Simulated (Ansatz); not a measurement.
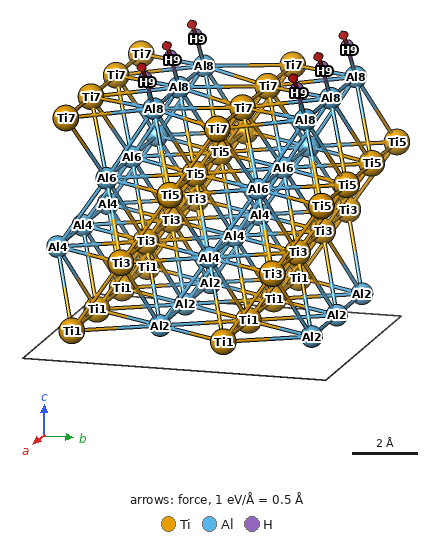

Starting geometry of a slab of composition Ti$_{4}$Al$_{4}$H (cut from the P4/mmm phase) with the computed forces as red arrows. Style: ball-and-stick. Shown: the 3 × 2 repeat of the cell, outlined in the plane, without the vacuum, slightly off an axis.

Case: H over the place (2/6, 0/6) of the surface cell, its height relaxed. The slab is the (1 0 1) face of TiAl with H on it. 8 atoms are held fixed.

Theory: Ansatz 0.2.0, DFT PBEsol, scalar-relativistic, plane waves, PAW.

Input
```yaml
crystal:
  lattice:
    - [2.7951585985, 0.0, 0.0]
    - [0.0, 4.9116531041, 0.0]
    - [0.0, 0.0, 25.895185751]
  atoms:
    - { symbol: Ti, position: [0.0, 0.3238601685, 0.3282463421] }
    - { symbol: Al, position: [0.5, 0.8238601685, 0.3282463421] }
    - { symbol: Ti, position: [0.0, 0.6477203369, 0.4170039696] }
    - { symbol: Al, position: [0.5, 0.1477203369, 0.4170039696] }
    - { symbol: Ti, position: [0.0, 0.9714622164, 0.5052707184] }
    - { symbol: Al, position: [0.5, 0.4712922267, 0.5060950249] }
    - { symbol: Ti, position: [0.0, 0.2846919189, 0.5916210053] }
    - { symbol: Al, position: [0.5, 0.7827906297, 0.596752324] }
    - { symbol: H, position: [0.8333333333, 0.7827906297, 0.6438653284] }
basis:
  ecutwfc: 420
kpoints:
  mp_grid: { grid: [10, 6, 1] }
hamiltonian:
  xc: pbesol
scf:
  occupations: { method: gaussian, width: 0.1 }
output:
  forces: true
  eigenvalues: true
  write_density: true
  write_potential: true
  elf: true
  volumetric_format: npy
relax:
  adjacent_minimum: "off"
  f_tol: 0.02
  max_steps: 25
  constraints: [{ sites: [0, 1, 2, 3, 4, 5, 6, 7] }, { site: 8, fix: xy }]
efield:
  axis: 3
  dipole_correction: true
  ramp_width: 0.04
```

Run as
```bash
ansatz run input.yaml --threads 1 --pin off --max-ram 2560MiB --backend cpu --events-out ev --progress --plain --runs-dir out
```

**What follows when this structure is relaxed?**

It isn't relaxed: the largest force vector, on H9, is 1.80 eV/Å. The final displacements follow the starting forces only in part (cosine between the two patterns 0.72). After 3 geometry steps the energy has fallen by 94.3 meV per cell of the calculation. The largest force component goes from 1.3 to 0.00084 eV/Å. The atom that moves furthest is H9 (0.16 Å along the normal (+c)). Al and Ti stay in place. The lattice vectors keep their values. Near-neighbour distances that change, for instance: Al8–H9 1.535 → 1.661 Å.

Limits of the set-up: the periodic images lie only 2.8 Å apart, so the values are limited by the cell's size.
